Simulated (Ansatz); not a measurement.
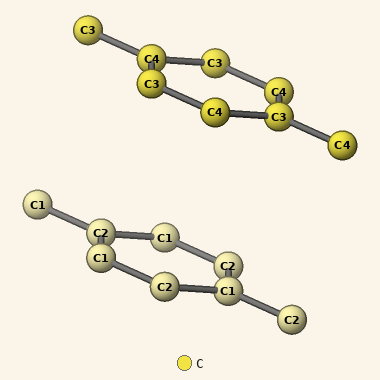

The system is a bilayer of two C sheets of the honeycomb type (4 atoms in the cell); the picture shows the structure at the first grid point; the lower layer is drawn fainter. 
- The upper layer of a bilayer is slid over the lower one; relaxed at each slide: the heights of all atoms; the origin of the map has C3 above C1.
- Places are given modulo a cell vector. The map is drawn in real space over the plane of the slide.
- The scan uses a 6 × 6 grid; 7 points were computed and 29 follow by symmetry.
- Energies: meV/Å², counted from the lowest grid point.
- Computed with DFT PBE+D3(BJ), scalar-relativistic, plane waves, PAW (Ansatz 0.2.0). Settings: cutoff 420 eV, k-mesh 15×15×1, gaussian smearing 0.1 eV, no spin polarisation.

Its coordinates:

```xyz
4
Lattice="2.4657 0.0000 0.0000 -1.2329 2.1354 0.0000 0.0000 0.0000 17.5000" Properties=species:S:1:pos:R:3 pbc="T T T"
C     0.0000    1.4236    4.5000
C     1.2329    0.7118    4.5000
C     0.0000    1.4236    8.0710
C     1.2329    0.7118    8.0710
```

Range: slide of the upper layer along the first cell vector from 0.000 to 0.833; slide of the upper layer along the second cell vector from 0.000 to 0.833.

> Predict the map.

The lowest grid point is at (2/6, 4/6) of the cell vectors; the map holds 2 wells of about this depth. It is the only kind of minimum in the scanned range. The highest grid point, (0/6, 0/6) of the cell vectors, lies 2.53 meV/Å² above the lowest. On the interpolated surface the easiest way out of the lowest well to a well of about the same depth near (4/6, 2/6) of the cell vectors passes a barrier of about 0.31 meV/Å². Facing atoms of the upper layer at the lowest point: C above C, C above a hollow; at the highest: C above C. The relaxed distance between the facing planes is 3.40 Å at the lowest and 3.57 Å at the highest point.

| second ↓, first → | 0/6 | 1/6 | 2/6 | 3/6 | 4/6 | 5/6 |
| --- | --- | --- | --- | --- | --- | --- |
| 5/6 | 2.05 | 1.22 | 0.30 | 0.30 | 1.22 | 2.05 |
| 4/6 | 0.92 | 0.30 | 0.00 | 0.30 | 0.92 | 1.22 |
| 3/6 | 0.31 | 0.30 | 0.30 | 0.31 | 0.30 | 0.30 |
| 2/6 | 0.92 | 1.22 | 0.92 | 0.30 | 0.00 | 0.30 |
| 1/6 | 2.05 | 2.05 | 1.22 | 0.30 | 0.30 | 1.22 |
| 0/6 | 2.53 | 2.05 | 0.92 | 0.31 | 0.92 | 2.05 |

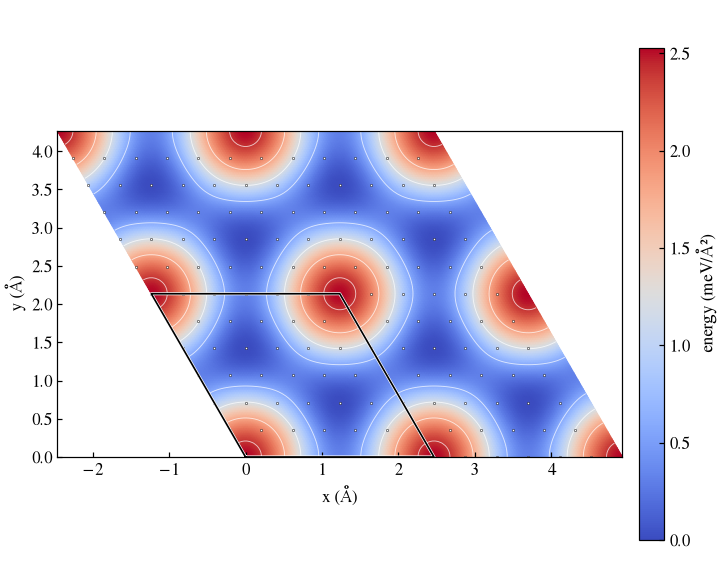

Drawn: a smooth colour map with a few white contour lines, dots at the grid points, the outline of one cell of the 2 × 2 shown. Between grid points the surface is interpolated.

Time for the 7 points that were run: 92 s on 1 thread of AMD EPYC 9R45 96-Core Processor (Zen 5), with other jobs on the host.
